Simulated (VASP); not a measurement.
## Geometry relaxation, with input and output: Ir (part 1 of 3)

Ir (2 atoms in the cell), computed with Kohn-Sham DFT of a periodic cell, PBE, VASP PAW PBE potentials, recommended, no spin polarisation (VASP 6.6.1).

The structure derives from a Materials Project entry.

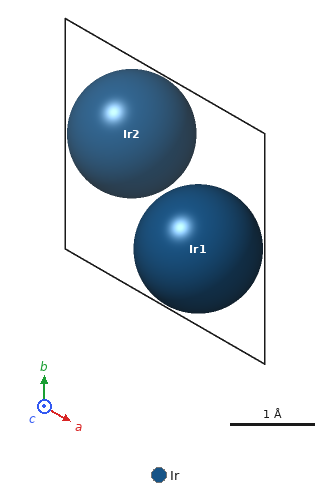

The starting structure (spheres-only view of the cell of the calculation, along the c axis; atoms are numbered from 1 in the order of the input). An atom can appear more than once, as a periodic image.

## Results in brief

- outcome: converged
- space group (tolerance 0.01 Å): P6₃/mmc (194)
- electrons treated: 18
- free energy: −17.5592 eV
- gap on the k-point mesh: none (metallic)
- pressure: −0.03 GPa
- final volume: 29.18 Å³
- largest force (length of the vector) at the end: under 0.001 eV/Å
- final cell: a = 2.750 Å, b = 2.750 Å, c = 4.455 Å, α = 90.00°, β = 90.00°, γ = 120.00°
- hardware: 1 thread of Intel Xeon (Sapphire Rapids), 256 GiB of memory available, shared host
- wall time: 3 min
- peak memory: 0.23 GiB

## Notes

Spin–orbit coupling is left out, which matters for Ir.

## INCAR
```
SYSTEM = Ir
ALGO = Fast
EDIFF = 1E-6
EDIFFG = -0.005
ENCUT = 600
GGA = PE
IBRION = 2
ISIF = 3
ISMEAR = 0
LASPH = .TRUE.
LCHARG = .FALSE.
LREAL = .FALSE.
LWAVE = .FALSE.
NELM = 100
NSW = 100
PREC = Accurate
SIGMA = 0.1
```

## KPOINTS
```
k-points
0
G
  18 18 10
  0 0 0
```

## POSCAR
```
Ir
1.0
    2.7513778946      0.0000000000      0.0000000000
   -1.3756889473      2.3827631521      0.0000000000
    0.0000000000      0.0000000000      4.4622900000
Ir
2
Direct
    0.6666666700      0.3333333300      0.7500000000
    0.3333333300      0.6666666700      0.2500000000
```

Run as:
```bash
cat potpaw_PBE.64/Ir/POTCAR > POTCAR
mpirun -np 1 vasp_std > vasp.out
```

## OSZICAR
```
N       E                     dE             d eps       ncg     rms          rms(c)
DAV:   1     0.163505739293E+03    0.16351E+03   -0.94163E+03  5772   0.156E+03
DAV:   2    -0.114617973291E+02   -0.17497E+03   -0.16150E+03  5892   0.384E+02
DAV:   3    -0.185381498096E+02   -0.70764E+01   -0.66313E+01  7087   0.856E+01
DAV:   4    -0.186678129473E+02   -0.12966E+00   -0.12890E+00  6221   0.110E+01
DAV:   5    -0.186700808396E+02   -0.22679E-02   -0.22672E-02  7068   0.138E+00    0.202E+01
RMM:   6    -0.177183396323E+02    0.95174E+00   -0.13530E+00  5772   0.157E+01    0.801E+00
RMM:   7    -0.175570332543E+02    0.16131E+00   -0.92190E-01  5772   0.873E+00    0.212E+00
RMM:   8    -0.175667499271E+02   -0.97167E-02   -0.14538E-01  5851   0.450E+00    0.183E+00
RMM:   9    -0.175682240652E+02   -0.14741E-02   -0.34529E-02  5929   0.144E+00    0.130E+00
RMM:  10    -0.175590995504E+02    0.91245E-02   -0.48009E-02  5772   0.347E+00    0.759E-01
RMM:  11    -0.175587379181E+02    0.36163E-03   -0.35055E-03  5772   0.973E-01    0.587E-01
RMM:  12    -0.175589465869E+02   -0.20867E-03   -0.85536E-04  5854   0.206E-01    0.426E-01
RMM:  13    -0.175589737295E+02   -0.27143E-04   -0.12598E-04  6464   0.967E-02    0.442E-01
RMM:  14    -0.175589118894E+02    0.61840E-04   -0.54025E-04  6693   0.287E-01    0.180E-01
RMM:  15    -0.175589324468E+02   -0.20557E-04   -0.54434E-05  5772   0.828E-02    0.912E-03
RMM:  16    -0.175589320831E+02    0.36373E-06   -0.67284E-06  4821   0.237E-02
   1 F= -.17558932E+02 E0= -.17553584E+02  d E =-.175589E+02
       N       E                     dE             d eps       ncg     rms          rms(c)
DAV:   1    -0.175767796315E+02   -0.17847E-01   -0.75687E-01  5802   0.132E+01    0.136E+00
RMM:   2    -0.175564371497E+02    0.20342E-01   -0.32504E-02  5772   0.239E+00    0.435E-01
RMM:   3    -0.175544396804E+02    0.19975E-02   -0.14989E-02  5772   0.104E+00    0.159E-01
RMM:   4    -0.175546220601E+02   -0.18238E-03   -0.22022E-03  5776   0.706E-01    0.829E-02
RMM:   5    -0.175547283950E+02   -0.10633E-03   -0.98927E-04  5927   0.279E-01    0.618E-02
RMM:   6    -0.175547054721E+02    0.22923E-04   -0.25912E-04  5772   0.256E-01    0.121E-02
RMM:   7    -0.175547075746E+02   -0.21025E-05   -0.46342E-05  5824   0.575E-02    0.213E-03
RMM:   8    -0.175547082945E+02   -0.71992E-06   -0.88650E-06  5348   0.256E-02
   2 F= -.17554708E+02 E0= -.17549507E+02  d E =0.422379E-02
       N       E                     dE             d eps       ncg     rms          rms(c)
DAV:   1    -0.175731041036E+02   -0.18397E-01   -0.47815E-01  5887   0.105E+01    0.101E+00
RMM:   2    -0.175602807657E+02    0.12823E-01   -0.20789E-02  5772   0.191E+00    0.372E-01
RMM:   3    -0.175590429634E+02    0.12378E-02   -0.95226E-03  5772   0.822E-01    0.139E-01
RMM:   4    -0.175591538013E+02   -0.11084E-03   -0.15677E-03  5772   0.634E-01    0.775E-02
RMM:   5    -0.175592274100E+02   -0.73609E-04   -0.93866E-04  5835   0.309E-01    0.563E-02
RMM:   6    -0.175591847588E+02    0.42651E-04   -0.26652E-04  5772   0.273E-01    0.909E-03
RMM:   7    -0.175591888050E+02   -0.40462E-05   -0.38433E-05  5614   0.398E-02    0.422E-03
RMM:   8    -0.175591891594E+02   -0.35446E-06   -0.31244E-06  4062   0.169E-02
   3 F= -.17559189E+02 E0= -.17553872E+02  d E =-.257076E-03
       N       E                     dE             d eps       ncg     rms          rms(c)
DAV:   1    -0.175591919635E+02   -0.31586E-05   -0.50168E-05  6767   0.106E-01    0.969E-03
RMM:   2    -0.175591901692E+02    0.17944E-05   -0.31026E-06  3663   0.232E-02    0.285E-03
RMM:   3    -0.175591899527E+02    0.21646E-06   -0.12785E-06  2961   0.892E-03
   4 F= -.17559190E+02 E0= -.17553871E+02  d E =-.257870E-03
       N       E                     dE             d eps       ncg     rms          rms(c)
DAV:   1    -0.175591905813E+02   -0.41209E-06   -0.14204E-05  6027   0.595E-02    0.563E-03
RMM:   2    -0.175591901185E+02    0.46276E-06   -0.62806E-07  2895   0.105E-02
   5 F= -.17559190E+02 E0= -.17553871E+02  d E =-.258035E-03
       N       E                     dE             d eps       ncg     rms          rms(c)
DAV:   1    -0.175593356850E+02   -0.14510E-03   -0.70655E-03  5877   0.127E+00    0.124E-01
RMM:   2    -0.175591426043E+02    0.19308E-03   -0.30960E-04  5772   0.232E-01    0.437E-02
RMM:   3    -0.175591226558E+02    0.19949E-04   -0.14184E-04  5772   0.999E-02    0.167E-02
RMM:   4    -0.175591234605E+02   -0.80473E-06   -0.22969E-05  5772   0.761E-02    0.887E-03
RMM:   5    -0.175591241884E+02   -0.72792E-06   -0.12085E-05  5716   0.343E-02    0.586E-03
RMM:   6    -0.175591238525E+02    0.33591E-06   -0.29735E-06  3619   0.277E-02
   6 F= -.17559124E+02 E0= -.17553790E+02  d E =-.191769E-03
       N       E                     dE             d eps       ncg     rms          rms(c)
DAV:   1    -0.175593719526E+02   -0.24776E-03   -0.63373E-03  5872   0.120E+00    0.119E-01
RMM:   2    -0.175592011490E+02    0.17080E-03   -0.28056E-04  5772   0.221E-01    0.407E-02
RMM:   3    -0.175591865349E+02    0.14614E-04   -0.12763E-04  5772   0.949E-02    0.154E-02
RMM:   4    -0.175591889466E+02   -0.24116E-05   -0.20125E-05  5772   0.708E-02    0.813E-03
RMM:   5    -0.175591899429E+02   -0.99627E-06   -0.10178E-05  5648   0.309E-02    0.538E-03
RMM:   6    -0.175591896764E+02    0.26640E-06   -0.23668E-06  3295   0.243E-02
   7 F= -.17559190E+02 E0= -.17553870E+02  d E =-.257593E-03
       N       E                     dE             d eps       ncg     rms          rms(c)
DAV:   1    -0.175592274290E+02   -0.37486E-04   -0.22187E-03  6067   0.415E-01    0.290E-02
RMM:   2    -0.175592029051E+02    0.24524E-04   -0.27738E-05  5776   0.577E-02    0.131E-02
RMM:   3    -0.175591957807E+02    0.71244E-05   -0.13527E-05  5800   0.300E-02    0.376E-03
RMM:   4    -0.175591958191E+02   -0.38330E-07   -0.15225E-06  3499   0.129E-02
   8 F= -.17559196E+02 E0= -.17553882E+02  d E =-.614261E-05
```

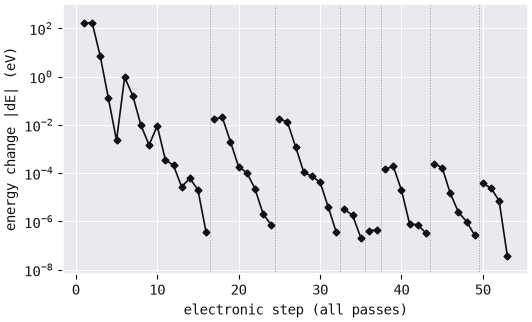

Convergence of the self-consistent field: energy change |dE| against the electronic step. Each stretch between dotted lines is the SCF of one geometry step of a relaxation. The 8 ionic steps take 2 to 16 electronic steps each. The density is held fixed in the first few steps, and dE rises again when its update begins.

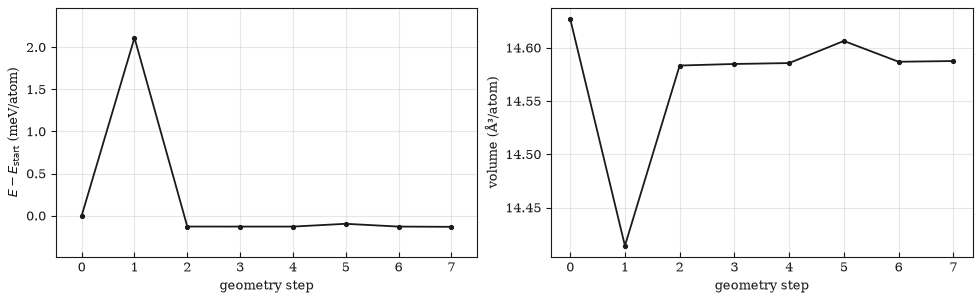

Progress of the relaxation, step by step (steps are counted from 0). The atoms keep their places relative to the cell (all moves are under 0.005 Å). Cell: a = b 2.751 → 2.750 Å (−0.1 %), c 4.462 → 4.455 Å (−0.2 %). Volume −0.3 %. The space group stays P6_3/mmc (No. 194). After 7 geometry steps the energy has fallen by 0.1 meV per atom. All forces vanish by symmetry, so only the cell relaxes. (Atoms are counted from 1 in the order of the input.)

## Parts of OUTCAR
```
SYSTEM = Ir
   EDIFF = 1E-6
   EDIFFG = -0.005
   ENCUT = 600
   GGA = PE
   IBRION = 2
   ISIF = 3
   ISMEAR = 0
   LASPH = .TRUE.
   LREAL = .FALSE.
   NELM = 100
   NSW = 100
   PREC = Accurate

 ion  position               nearest neighbor table
   1  0.667  0.333  0.750-   2 2.74   2 2.74   2 2.74   2 2.74   2 2.74   2 2.74
   2  0.333  0.667  0.250-   1 2.74   1 2.74   1 2.74   1 2.74   1 2.74   1 2.74

  LATTYP: Found a hexagonal cell.
 ALAT       =     2.7513778946
 C/A-ratio  =     1.6218382828

  Lattice vectors:

 A1 = (   2.7513778946,   0.0000000000,   0.0000000000)
 A2 = (  -1.3756889473,   2.3827631521,   0.0000000000)
 A3 = (   0.0000000000,   0.0000000000,   4.4622900000)

Analysis of symmetry for initial positions (statically):
=====================================================================
 Subroutine PRICEL returns:
 Original cell was already a primitive cell.

 Routine SETGRP: Setting up the symmetry group for a
 hexagonal supercell.

 Subroutine GETGRP returns: Found 24 space group operations
 (whereof 12 operations were pure point group operations)
 out of a pool of 24 trial point group operations.

The static configuration has the point symmetry D_3d.
 The point group associated with its full space group is D_6h.

Analysis of symmetry for dynamics (positions and initial velocities):
=====================================================================
 Subroutine PRICEL returns:
 Original cell was already a primitive cell.

 Routine SETGRP: Setting up the symmetry group for a
 hexagonal supercell.

 Subroutine GETGRP returns: Found 24 space group operations
 (whereof 12 operations were pure point group operations)
 out of a pool of 24 trial point group operations.

The dynamic configuration has the point symmetry D_3d.
 The point group associated with its full space group is D_6h.

 Subroutine INISYM returns: Found 24 space group operations
 (whereof 12 operations are pure point group operations),
 and found     1 'primitive' translations

----------------------------------------------------------------------------------------

                                     Primitive cell

  volume of cell :      29.2542

  direct lattice vectors                    reciprocal lattice vectors
     2.751377895  0.000000000  0.000000000     0.363454254  0.209840411  0.000000000
    -1.375688947  2.382763152  0.000000000     0.000000000  0.419680823  0.000000000
     0.000000000  0.000000000  4.462290000     0.000000000  0.000000000  0.224100182

  length of vectors
     2.751377895  2.751377895  4.462290000     0.419680823  0.419680823  0.224100182

  position of ions in fractional coordinates (direct lattice)
     0.666666670  0.333333330  0.750000000
     0.333333330  0.666666670  0.250000000

  ion indices of the primitive-cell ions
   primitive index   ion index
                 1           1
                 2           2

----------------------------------------------------------------------------------------

 KPOINTS: k-points

Automatic generation of k-mesh.
 Grid dimensions read from file:
 generate k-points for:   18   18   10

 Generating k-lattice:

  Cartesian coordinates                     Fractional coordinates (reciprocal lattice)
     0.020191903  0.011657801  0.000000000     0.055555556 -0.000000000  0.000000000
     0.000000000  0.023315601  0.000000000     0.000000000  0.055555556  0.000000000
     0.000000000  0.000000000  0.022410018     0.000000000  0.000000000  0.100000000

  Length of vectors
     0.023315601  0.023315601  0.022410018

  Shift w.r.t. Gamma in fractional coordinates (k-lattice)
     0.000000000  0.000000000  0.000000000

 Subroutine IBZKPT returns following result:
 ===========================================

 Found    222 irreducible k-points:

 Following reciprocal coordinates:
            Coordinates               Weight
  0.000000  0.000000  0.000000      1.000000
  0.055556  0.000000  0.000000      6.000000
  0.111111  0.000000  0.000000      6.000000
  0.166667  0.000000  0.000000      6.000000
  0.222222 -0.000000  0.000000      6.000000
  0.277778  0.000000  0.000000      6.000000
  0.333333 -0.000000  0.000000      6.000000
  0.388889 -0.000000  0.000000      6.000000
  0.444444 -0.000000  0.000000      6.000000
  0.500000  0.000000  0.000000      3.000000
  0.055556  0.055556  0.000000      6.000000
  0.111111  0.055556  0.000000     12.000000
  0.166667  0.055556  0.000000     12.000000
  0.222222  0.055556  0.000000     12.000000
  0.277778  0.055556  0.000000     12.000000
  0.333333  0.055556  0.000000     12.000000
  0.388889  0.055556  0.000000     12.000000
  0.444444  0.055556  0.000000     12.000000
  0.111111  0.111111  0.000000      6.000000
  0.166667  0.111111  0.000000     12.000000
  0.222222  0.111111  0.000000     12.000000
  0.277778  0.111111  0.000000     12.000000
  0.333333  0.111111  0.000000     12.000000
  0.388889  0.111111  0.000000     12.000000
 [... further k-points ...]
```
